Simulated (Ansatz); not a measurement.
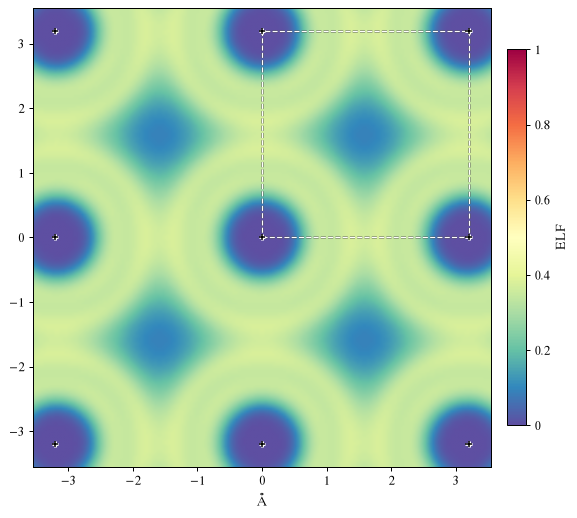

The electron localisation function on a plane through atoms (crosses mark nuclei in the plane).

All numbers below come from DFT LDA, scalar-relativistic, plane waves, PAW (Ansatz).

Candidates:
A. Sn, a = 3.20 Å, b = 3.20 Å, c = 5.05 Å, α = 90.00°, β = 90.00°, γ = 90.00°. Space group I4/mmm.
B. SiO2, a = 5.02 Å, b = 5.02 Å, c = 8.54 Å, α = 90.00°, β = 90.00°, γ = 120.00°. Space group P6₃22; a structure from a database of computed crystals, not necessarily the ambient phase.

Q: Which system is this?

A: Candidate A: Sn on the (001) plane of the conventional cell, which holds Sn. Sn–Sn (3.20 Å): the ELF is about 0.35 at the midpoint.
